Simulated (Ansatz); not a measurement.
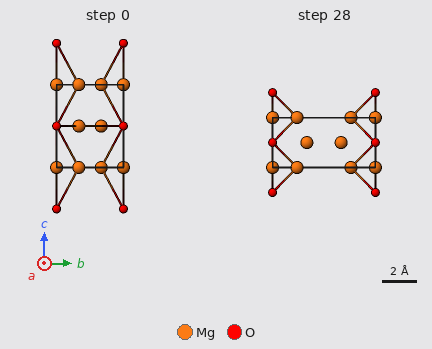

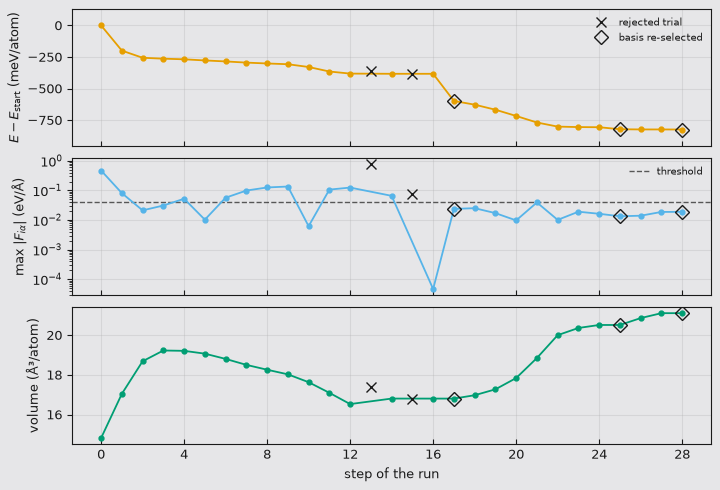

First and last geometry of a relaxation of crystalline Mg₅O (a generated structure, set up in P-62m) (coarse preliminary run), with the history of the run. A ball-and-stick model of the cell of the calculation, seen along the a axis.

These are results of Ansatz, DFT PBE, scalar-relativistic, plane waves, PAW, not measurements.

Input
```yaml
crystal:
  lattice:
    - [4.5727278, 0.0, 0.0]
    - [-2.2863639, 3.96009844, 0.0]
    - [0.0, 0.0, 4.90878316]
  atoms:
    - { symbol: Mg, position: [0.0, 0.33176631, 0.0] }
    - { symbol: Mg, position: [0.66823369, 0.66823369, 0.0] }
    - { symbol: Mg, position: [0.33176631, 0.0, 0.0] }
    - { symbol: Mg, position: [0.66666667, 0.33333333, 0.5] }
    - { symbol: Mg, position: [0.33333333, 0.66666667, 0.5] }
    - { symbol: O, position: [0.0, 0.0, 0.5] }
basis:
  ecutwfc: 420
kpoints:
  mp_grid: { grid: [6, 6, 4] }
hamiltonian:
  xc: pbe
scf:
  occupations: { method: gaussian, width: 0.1 }
  lower_state_search: "off"
output:
  forces: true
  stress: true
  eigenvalues: true
relax:
  adjacent_minimum: "off"
  f_tol: 0.04
  max_steps: 70
  cell: { stress_tol: 0.4 }
```

Run as
```bash
ansatz run input.yaml --threads 1 --pin off --max-ram 2560MiB --backend cpu --events-out ev --progress --plain --runs-dir out
```

> Did the run converge, and what did it change?

It converged. The largest moves relative to the cell, 0.66 Å, are those of Mg1, Mg2 and Mg3. Mg2 goes along [1 1 0]. O stays in place. Cell: a = b 4.573 → 7.031 Å (+53.8 %), c 4.909 → 2.958 Å (−39.7 %). Volume +42.5 %. Some distances before and after: Mg1–Mg2 2.646 → 4.752 Å, Mg4–Mg5 2.640 → 4.059 Å, Mg4–O6 2.640 → 4.059 Å, Mg1–O6 2.885 → 2.230 Å. The space group stays P-62m (No. 189). The energy falls by 824 meV per atom in 23 accepted moves (28 points after the start). The largest force component goes from 0.47 to 0.019 eV/Å. Pressure: 21.45 GPa at the start and −0.05 GPa at the end. The line search rejected the trial steps at points 13, 15 of the run. The SCF was repeated 3 times at an unchanged geometry on a basis and grid sized afresh for the cell, which shifted the energy by 215 meV per atom at most.
